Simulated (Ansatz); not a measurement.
Run report: Al, nudged elastic band (part 2 of 3)

Al (defect cell, 31 atoms in the cell); DFT PBE, scalar-relativistic, plane waves, PAW, PAW set soft_1, no spin polarisation (Ansatz 0.2.0); cutoff 420 eV, 3×3×3 k-mesh, Gaussian smearing of 0.15 eV. It belongs to a series of runs on one base structure; here: band between the two ends.

Output, continued
```
NEB image 5
preconditioner: auto → Kerker (q_TF=auto, 2.040 Å⁻¹)  [metal: Δε(μ)=0.041 eV  Ē_g=6.654 eV  σ=0.150 eV  W_gap=0.15  n_scr=80 (ndim 8)  ℏωp=15.5 eV  f_vac=0.000  D(μ)=10.14/eV (n_scr^D=56)]
NEB iter   3: max|band force component| = 3.938e-2 eV/Å  barrier→ = 0.6726 eV  barrier← = 0.6699 eV  CI = image 3  Δτ_max = 0.0110 Å  (25 SCF iters)
NEB image 3
preconditioner: auto → Kerker (q_TF=auto, 2.040 Å⁻¹)  [metal: Δε(μ)=0.009 eV  Ē_g=6.642 eV  σ=0.150 eV  W_gap=0.03  n_scr=80 (ndim 8)  ℏωp=15.5 eV  f_vac=0.000  D(μ)=12.51/eV (n_scr^D=80)]
  greatest PAW one-centre occupation: 0.479 electrons in one spin orbital (limit 2), on the Al atom at site 3 (counted from 0), in its partial waves of l = 0
NEB image 1
NSCF: frozen V_eff on 14 k-points
NEB image 2
NSCF: frozen V_eff on 14 k-points
NEB image 4
NSCF: frozen V_eff on 14 k-points
NEB image 5
NSCF: frozen V_eff on 14 k-points
NEB image 3
NSCF: frozen V_eff on 14 k-points
the band table was solved once a step of the walk had ended and its energy, with any forces and stress, was formed, with the checks that follow a solve (5247 applications of the Hamiltonian). They found nothing against the state; the energy, forces and stress were not computed again (output.eigenvalues in the input reference)
NEB image 3, as the band closes
preconditioner: auto → Kerker (q_TF=auto, 2.040 Å⁻¹)  [metal: Δε(μ)=0.011 eV  Ē_g=6.642 eV  σ=0.150 eV  W_gap=0.04  n_scr=80 (ndim 8)  ℏωp=15.5 eV  f_vac=0.000  D(μ)=12.54/eV (n_scr^D=80)]
NEB point 1 about image 3
preconditioner: auto → Kerker (q_TF=auto, 2.040 Å⁻¹)  [metal: Δε(μ)=0.012 eV  Ē_g=6.642 eV  σ=0.150 eV  W_gap=0.04  n_scr=80 (ndim 8)  ℏωp=15.5 eV  f_vac=0.000  D(μ)=12.53/eV (n_scr^D=80)]
NEB point 2 about image 3
NEB point 3 about image 3
preconditioner: auto → Kerker (q_TF=auto, 2.040 Å⁻¹)  [metal: Δε(μ)=0.010 eV  Ē_g=6.643 eV  σ=0.150 eV  W_gap=0.04  n_scr=80 (ndim 8)  ℏωp=15.5 eV  f_vac=0.000  D(μ)=12.60/eV (n_scr^D=80)]
NEB point 4 about image 3
preconditioner: auto → Kerker (q_TF=auto, 2.040 Å⁻¹)  [metal: Δε(μ)=0.008 eV  Ē_g=6.642 eV  σ=0.150 eV  W_gap=0.03  n_scr=80 (ndim 8)  ℏωp=15.5 eV  f_vac=0.000  D(μ)=12.58/eV (n_scr^D=80)]
NEB point 5 about image 3
preconditioner: auto → Kerker (q_TF=auto, 2.040 Å⁻¹)  [metal: Δε(μ)=0.002 eV  Ē_g=6.644 eV  σ=0.150 eV  W_gap=0.01  n_scr=80 (ndim 8)  ℏωp=15.5 eV  f_vac=0.000  D(μ)=12.41/eV (n_scr^D=80)]
NEB point 6 about image 3
preconditioner: auto → Kerker (q_TF=auto, 2.040 Å⁻¹)  [metal: Δε(μ)=0.008 eV  Ē_g=6.643 eV  σ=0.150 eV  W_gap=0.03  n_scr=80 (ndim 8)  ℏωp=15.5 eV  f_vac=0.000  D(μ)=12.41/eV (n_scr^D=80)]
NEB point 7 about image 3
preconditioner: auto → Kerker (q_TF=auto, 2.040 Å⁻¹)  [metal: Δε(μ)=0.002 eV  Ē_g=6.644 eV  σ=0.150 eV  W_gap=0.01  n_scr=80 (ndim 8)  ℏωp=15.5 eV  f_vac=0.000  D(μ)=12.61/eV (n_scr^D=80)]
NEB point 8 about image 3
preconditioner: auto → Kerker (q_TF=auto, 2.040 Å⁻¹)  [metal: Δε(μ)=0.000 eV  Ē_g=6.642 eV  σ=0.150 eV  W_gap=0.00  n_scr=80 (ndim 8)  ℏωp=15.5 eV  f_vac=0.000  D(μ)=12.60/eV (n_scr^D=80)]
NEB point 9 about image 3
preconditioner: auto → Kerker (q_TF=auto, 2.040 Å⁻¹)  [metal: Δε(μ)=0.007 eV  Ē_g=6.642 eV  σ=0.150 eV  W_gap=0.03  n_scr=80 (ndim 8)  ℏωp=15.5 eV  f_vac=0.000  D(μ)=12.34/eV (n_scr^D=80)]
NEB point 10 about image 3
preconditioner: auto → Kerker (q_TF=auto, 2.040 Å⁻¹)  [metal: Δε(μ)=0.012 eV  Ē_g=6.643 eV  σ=0.150 eV  W_gap=0.04  n_scr=80 (ndim 8)  ℏωp=15.5 eV  f_vac=0.000  D(μ)=12.72/eV (n_scr^D=80)]
NEB point 11 about image 3
preconditioner: auto → Kerker (q_TF=auto, 2.040 Å⁻¹)  [metal: Δε(μ)=0.001 eV  Ē_g=6.643 eV  σ=0.150 eV  W_gap=0.00  n_scr=80 (ndim 8)  ℏωp=15.5 eV  f_vac=0.000  D(μ)=12.47/eV (n_scr^D=80)]
NEB point 12 about image 3
preconditioner: auto → Kerker (q_TF=auto, 2.040 Å⁻¹)  [metal: Δε(μ)=0.015 eV  Ē_g=6.644 eV  σ=0.150 eV  W_gap=0.06  n_scr=80 (ndim 8)  ℏωp=15.5 eV  f_vac=0.000  D(μ)=12.62/eV (n_scr^D=80)]
NEB point 13 about image 3
preconditioner: auto → Kerker (q_TF=auto, 2.040 Å⁻¹)  [metal: Δε(μ)=0.010 eV  Ē_g=6.645 eV  σ=0.150 eV  W_gap=0.04  n_scr=80 (ndim 8)  ℏωp=15.5 eV  f_vac=0.000  D(μ)=12.36/eV (n_scr^D=80)]
NEB point 14 about image 3
preconditioner: auto → Kerker (q_TF=auto, 2.040 Å⁻¹)  [metal: Δε(μ)=0.011 eV  Ē_g=6.643 eV  σ=0.150 eV  W_gap=0.04  n_scr=80 (ndim 8)  ℏωp=15.5 eV  f_vac=0.000  D(μ)=12.54/eV (n_scr^D=80)]
NEB point 15 about image 3
preconditioner: auto → Kerker (q_TF=auto, 2.040 Å⁻¹)  [metal: Δε(μ)=0.010 eV  Ē_g=6.643 eV  σ=0.150 eV  W_gap=0.04  n_scr=80 (ndim 8)  ℏωp=15.5 eV  f_vac=0.000  D(μ)=12.49/eV (n_scr^D=80)]
NEB point between images 0 and 1
preconditioner: auto → Kerker (q_TF=auto, 2.040 Å⁻¹)  [metal: Δε(μ)=0.020 eV  Ē_g=6.658 eV  σ=0.150 eV  W_gap=0.07  n_scr=80 (ndim 8)  ℏωp=15.5 eV  f_vac=0.000  D(μ)=9.83/eV (n_scr^D=56)]
  greatest PAW one-centre occupation: 0.455 electrons in one spin orbital (limit 2), on the Al atom at site 3 (counted from 0), in its partial waves of l = 0
NEB point between images 1 and 2
preconditioner: auto → Kerker (q_TF=auto, 2.040 Å⁻¹)  [metal: Δε(μ)=0.052 eV  Ē_g=6.650 eV  σ=0.150 eV  W_gap=0.19  n_scr=80 (ndim 8)  ℏωp=15.5 eV  f_vac=0.000  D(μ)=10.63/eV (n_scr^D=80)]
  greatest PAW one-centre occupation: 0.467 electrons in one spin orbital (limit 2), on the Al atom at site 3 (counted from 0), in its partial waves of l = 0
NEB point between images 2 and 3
preconditioner: auto → Kerker (q_TF=auto, 2.040 Å⁻¹)  [metal: Δε(μ)=0.027 eV  Ē_g=6.644 eV  σ=0.150 eV  W_gap=0.10  n_scr=80 (ndim 8)  ℏωp=15.5 eV  f_vac=0.000  D(μ)=12.14/eV (n_scr^D=80)]
  greatest PAW one-centre occupation: 0.478 electrons in one spin orbital (limit 2), on the Al atom at site 3 (counted from 0), in its partial waves of l = 0
NEB point between images 3 and 4
preconditioner: auto → Kerker (q_TF=auto, 2.040 Å⁻¹)  [metal: Δε(μ)=0.036 eV  Ē_g=6.643 eV  σ=0.150 eV  W_gap=0.13  n_scr=80 (ndim 8)  ℏωp=15.5 eV  f_vac=0.000  D(μ)=12.25/eV (n_scr^D=80)]
NEB point between images 4 and 5
preconditioner: auto → Kerker (q_TF=auto, 2.040 Å⁻¹)  [metal: Δε(μ)=0.055 eV  Ē_g=6.650 eV  σ=0.150 eV  W_gap=0.20  n_scr=80 (ndim 8)  ℏωp=15.5 eV  f_vac=0.000  D(μ)=10.64/eV (n_scr^D=80)]
NEB point between images 5 and 6
preconditioner: auto → Kerker (q_TF=auto, 2.040 Å⁻¹)  [metal: Δε(μ)=0.019 eV  Ē_g=6.657 eV  σ=0.150 eV  W_gap=0.07  n_scr=80 (ndim 8)  ℏωp=15.5 eV  f_vac=0.000  D(μ)=9.93/eV (n_scr^D=56)]
NEB iter   4: max|band force component| = 3.911e-2 eV/Å  barrier→ = 0.6704 eV  barrier← = 0.6677 eV  CI = image 3  Δτ_max = 0.0000 Å  (137 SCF iters)
```

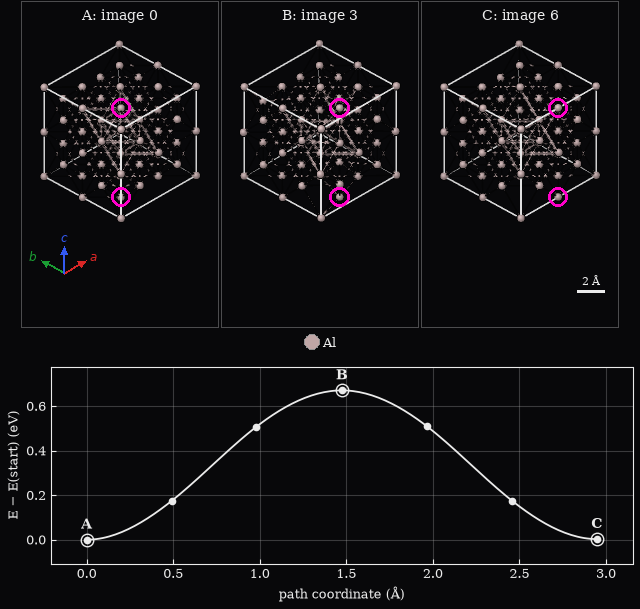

Figure 1. Images of the last band (counted from 0; ball-and-stick, simulation cell, seen at an oblique angle), with the moving atom and its periodic copies ringed, above the energy along the path; the line is a cubic interpolation that uses the forces. The highest image is number 3, 0.670 eV above the start and 0.668 eV above the end (the climbing image); the end lies 0.003 eV above the start. The path is 2.95 Å long, and Al4 moves most (2.80 Å). The band converged in 4 iterations.

```
Free energy (F): -16661.808804 eV
Harris-Foulkes:  -16661.808804 eV  (|F-HF|=3.72e-9)
Internal energy: -16661.667712 eV  (E = F + TS)
E sigma→0 (E₀):  -16661.738258 eV
Entropy (-TS):   -0.141092 eV (-4.551 meV/atom)
Fermi energy:    7.402191 eV
--- Per-component energies (eV) ---
  E_band       = 294.388561
  E_kinetic    = 686.868189
  E_local      = 266.815847  (includes V_loc(G=0)·N_el)
  E_nonlocal   = 310.931451
  E_hartree    = 17.461261
  E_xc         = -1162.812691
  E_vxc        = -896.930701  (∫ρ·V_xc dr)
  E_paw        = -14551.355532  (= ΣΔE_a)
  E_vpaw       = -108.219133  (= ΣTr[D̂ρ^β])
  E_aug_tail   = -0.000064  (compensation charges beyond the density's cutoff)
  E_ewald      = -2229.576173
  E_smearing   = -0.141092  (= −TS)
  E_closure    = 0.000000  (closes the sum)
  Σ components = -16661.808804   (vs F -16661.808804, Δ=0.00e0)
--- Forces (eV/Å), atoms counted from 1 ---
  atom   1  Al     0.00178121     0.00161406     0.00001299
  atom   2  Al     0.00023946     0.00172153    -0.00014616
  atom   3  Al    -0.00197462    -0.00156145    -0.00001831
  atom   4  Al    -0.00015161    -0.00010642     0.00005531
  atom   5  Al     0.00154202     0.00192671    -0.00002387
  atom   6  Al     0.00283588    -0.00278416    -0.00002621
  atom   7  Al    -0.00046365    -0.00035022     0.00262546
  atom   8  Al     0.00043016     0.00052693     0.00262489
  atom   9  Al     0.00119534     0.00155955    -0.00016890
  atom  10  Al    -0.00025517     0.00019514    -0.00003387
  atom  11  Al     0.00180975    -0.00174058    -0.00000773
  atom  12  Al     0.00024796     0.00169311     0.00014447
  atom  13  Al    -0.00270981     0.00270938     0.00004566
  atom  14  Al    -0.00160837    -0.00178829     0.00000776
  atom  15  Al    -0.00009868    -0.00194769    -0.00039329
  atom  16  Al     0.00197494     0.00009754    -0.00041302
  atom  17  Al    -0.00170126    -0.00020706    -0.00012466
  atom  18  Al    -0.00199753     0.00123135     0.00003875
  atom  19  Al     0.00046753    -0.00048435     0.00002396
  atom  20  Al    -0.00129056     0.00199625     0.00002550
  atom  21  Al    -0.00198524     0.00200128     0.00002363
  atom  22  Al    -0.00052645    -0.00035987    -0.00265926
  atom  23  Al     0.00040752     0.00058796    -0.00266938
  atom  24  Al     0.00113062     0.00159831     0.00016472
  atom  25  Al    -0.00154763    -0.00118360    -0.00020410
  atom  26  Al     0.00179331    -0.00181793    -0.00004149
  atom  27  Al     0.00180364    -0.00183316    -0.00001553
  atom  28  Al    -0.00008066    -0.00200269     0.00040481
  atom  29  Al     0.00200293     0.00007929     0.00041434
  atom  30  Al    -0.00167068    -0.00024761     0.00011890
[...]
  atom  31  Al    -0.00160032    -0.00112318     0.00021386
  max |Σ_I F_I| component: 7.74e-7 eV/Å
--- Band table (eV; the first three rows and the last of 14) ---
  k-point 0: bands = ["-3.4158", "-1.3289", "-1.2900", "-1.2148", "-1.2141", "-1.0045", "-0.9844", "0.8607", "0.8730", "0.9083", "0.9303", "0.9636", "0.9721", "1.0092", "1.0236", "1.0481", "1.1127", "1.2968", "1.7490", "3.0586", "3.0896", "3.1593", "3.1734", "3.2092", "3.2508", "3.6058", "3.7083", "4.7831", "4.7945", "4.8267", "5.9211", "6.1065", "6.2216", "6.6492", "6.6802", "6.7192", "6.7332", "6.7638", "6.8333", "6.8733", "6.8865", "6.8975", "7.0544", "7.1329", "7.2032", "7.5509", "7.7946", "7.8948", "7.9660", "7.9828", "8.0071", "8.5088", "8.5861", "8.6387", "8.6562", "8.6806", "8.7300", "8.8276", "8.8426", "8.9197", "8.9519", "9.0032", "9.0554", "9.1087", "9.1326", "9.2044", "9.2189", "9.2287", "9.6795", "10.1317", "10.1863", "10.3538", "10.3585", "10.4183", "10.4360", "10.4487", "10.5552", "10.5624"]
  k-point 1: bands = ["-3.1860", "-2.3685", "-1.0877", "-0.9759", "-0.9601", "-0.8275", "-0.3331", "-0.2120", "-0.1537", "0.1615", "0.5435", "1.1651", "1.2390", "1.3088", "1.3277", "1.9053", "2.0572", "2.1616", "2.2149", "2.5675", "2.6811", "2.7541", "2.7902", "3.1132", "4.6780", "4.7251", "4.7844", "4.8466", "4.8803", "4.8822", "5.0212", "5.0594", "5.1334", "5.1686", "5.7727", "5.8648", "6.1623", "6.4401", "6.8232", "6.8485", "6.9392", "6.9488", "7.0522", "7.0614", "7.0758", "7.1193", "7.1445", "7.4576", "7.8717", "7.8823", "7.8933", "8.0881", "8.2616", "8.4172", "8.4223", "8.4929", "8.5016", "8.6961", "8.7781", "8.9956", "9.3306", "9.3883", "9.6801", "9.8279", "10.1128", "10.4608", "10.5149", "10.5576", "10.6428", "10.6744", "10.7110", "10.7903", "10.8331", "10.8357", "11.2024", "11.6060", "11.8511", "11.8642"]
  k-point 2: bands = ["-3.1702", "-2.4223", "-1.0153", "-0.9716", "-0.9389", "-0.8147", "-0.2792", "-0.2284", "-0.1587", "-0.0001", "0.5442", "1.2193", "1.2300", "1.2878", "1.4492", "1.9613", "1.9718", "2.0293", "2.1715", "2.6377", "2.6966", "2.7271", "2.7957", "3.1596", "4.7298", "4.7464", "4.8062", "4.8422", "4.8428", "4.9389", "4.9876", "5.0592", "5.0868", "5.2036", "5.7130", "5.7377", "6.3160", "6.3578", "6.8284", "6.8756", "6.8891", "6.9530", "7.0202", "7.0966", "7.1480", "7.1630", "7.2472", "7.4101", "7.6787", "7.7737", "7.8736", "8.1486", "8.3450", "8.4197", "8.5025", "8.5384", "8.6264", "8.7445", "8.7570", "9.2474", "9.2494", "9.2911", "9.3779", "9.9870", "10.0825", "10.4173", "10.4714", "10.5178", "10.5494", "10.6417", "10.7040", "10.7043", "10.8408", "10.8716", "11.1332", "11.8139", "11.8867", "11.9563"]
  k-point 13: bands = ["-2.6951", "-2.0201", "-1.9477", "-1.8134", "-1.2558", "-1.2074", "-0.9343", "-0.3679", "0.9190", "0.9811", "1.1022", "1.6388", "1.6667", "1.6799", "1.7371", "1.9171", "2.0496", "2.4634", "2.5216", "2.6130", "3.1567", "3.1571", "3.2549", "3.7746", "3.8015", "3.8569", "3.9871", "4.0227", "4.0786", "4.3809", "4.4751", "4.7222", "4.7517", "4.8312", "5.0957", "5.3747", "5.4737", "5.5801", "6.6232", "6.6665", "6.7056", "6.7782", "6.8345", "6.9556", "7.3444", "7.4327", "7.4543", "7.5430", "7.5983", "7.7907", "8.1778", "8.6747", "8.6763", "8.8718", "9.1002", "9.1263", "9.2022", "9.4234", "9.5936", "9.6136", "9.6981", "9.7390", "9.7499", "9.8383", "9.9021", "10.0061", "10.2434", "10.3154", "10.3728", "10.5327", "10.6720", "10.7348", "12.2052", "12.2494", "12.3287", "12.3321", "12.4013", "12.4046"]
this run last wrote the band of iteration 4 to [file]; this run last wrote the band within `neb.f_tol` of iteration 3 to [file]
--- NEB band (7 images, 4 band iterations, 247 SCF iterations) ---
  forward barrier  = 0.670431 eV
  backward barrier = 0.667715 eV
  lagrangian_above_aufbau_ev (what the smearing adds, to first order; not taken off the barriers): saddle image -0.074385 eV, end points -0.070370 and -0.072746 eV
  climbing image's point = a first-order saddle point (lowest curvatures found: -1.48 and 0.68 eV/Å²)
  energies are F+E_penalty+E_count in eV, relative to image 0
  image     s (Å)  Δ vs image 0  max|band force component| (eV/Å)
      0    0.0000      0.000000                                 —
      1    0.4903      0.173754                          9.005e-3
      2    0.9808      0.507379                          3.849e-2
  *   3    1.4746      0.670431                          2.835e-3
      4    1.9671      0.508348                          3.911e-2
      5    2.4570      0.175023                          8.762e-3
      6    2.9467      0.002716                                 —
  saddle-point geometry (image 3):
  cell:  # Å, volume = 531.4410 Å³
    - [8.1, 0.0, 0.0]
    - [0.0, 8.1, 0.0]
    - [0.0, 0.0, 8.1]
  atoms:
    - { symbol: Al, position: [0.7435115632680324, 0.245654766530179, -0.00029452940384794394] }
    - { symbol: Al, position: [0.7467485760059206, -0.0015356401636551168, 0.24519871180730016] }
    - { symbol: Al, position: [0.007162417570360322, 0.0039846118477715915, -0.00029417448360821925] }
    - { symbol: Al, position: [0.375339492099088, 0.12483380306485156, -0.0002946593570122442] }
    - { symbol: Al, position: [0.4961651428255084, 0.4929877367789845, -0.0002934696445152649] }
    - { symbol: Al, position: [0.7490574892700225, 0.7510914676467184, -0.00029381928438200163] }
    - { symbol: Al, position: [0.24414351480612004, -0.006367798395399688, 0.26811928643842403] }
    - { symbol: Al, position: [0.5065179620718258, 0.256008265635127, 0.2681301481114527] }
    - { symbol: Al, position: [0.7514263158673853, 0.5009113716221785, 0.25036753812866547] }
    - { symbol: Al, position: [0.5029582596791683, -0.0028092366449619524, 0.4997066036241604] }
    - { symbol: Al, position: [0.7591140636626015, 0.25078106795948835, 0.4997054781057479] }
    - { symbol: Al, position: [0.7467505529566937, -0.001535706851143025, 0.7542124758484211] }
    - { symbol: Al, position: [0.0015992768293013149, 0.4985517986360872, -0.00029543554535768304] }
    - { symbol: Al, position: [0.25449374315681744, 0.7566372890397367, -0.0002942808964148829] }
    - { symbol: Al, position: [0.00390693914250973, 0.25118074791794937, 0.24520255762917695] }
    - { symbol: Al, position: [0.24896744523474362, 0.49624294694973253, 0.24520580500096575] }
    - { symbol: Al, position: [0.5016835432699682, 0.7533988807619993, 0.2451974698904643] }
    - { symbol: Al, position: [-0.008452621592787765, -0.0011215435265500683, 0.4997046252210979] }
    - { symbol: Al, position: [0.24769557947923382, 0.2524526814049878, 0.4997051625871866] }
    - { symbol: Al, position: [0.5012724471171438, 0.5086081154365999, 0.4997058686004129] }
    - { symbol: Al, position: [0.750430401150746, 0.7497193698830119, 0.49970547811700017] }
    - { symbol: Al, position: [0.2441441125789584, -0.006367006119601666, 0.7312922910839834] }
    - { symbol: Al, position: [0.5065195173595263, 0.2560070456452863, 0.731282141025386] }
    - { symbol: Al, position: [0.7514273398880832, 0.5009110002359979, 0.7490439932059448] }
    - { symbol: Al, position: [-0.000762845728352606, 0.7487239167094366, 0.2503689943671739] }
    - { symbol: Al, position: [0.00023103721821468687, 0.49991936732641246, 0.499706310525898] }
    - { symbol: Al, position: [0.249366623829383, 0.741042063771229, 0.49970612393281105] }
    - { symbol: Al, position: [0.003907074306535709, 0.2511815340547592, 0.7542076713666197] }
    - { symbol: Al, position: [0.2489687047716585, 0.4962425593853478, 0.754205612403604] }
    - { symbol: Al, position: [0.5016836618496325, 0.7534000288100824, 0.7542150415698966] }
    - { symbol: Al, position: [-0.000760929944041504, 0.7487229496473582, 0.7490418250233456] }
```
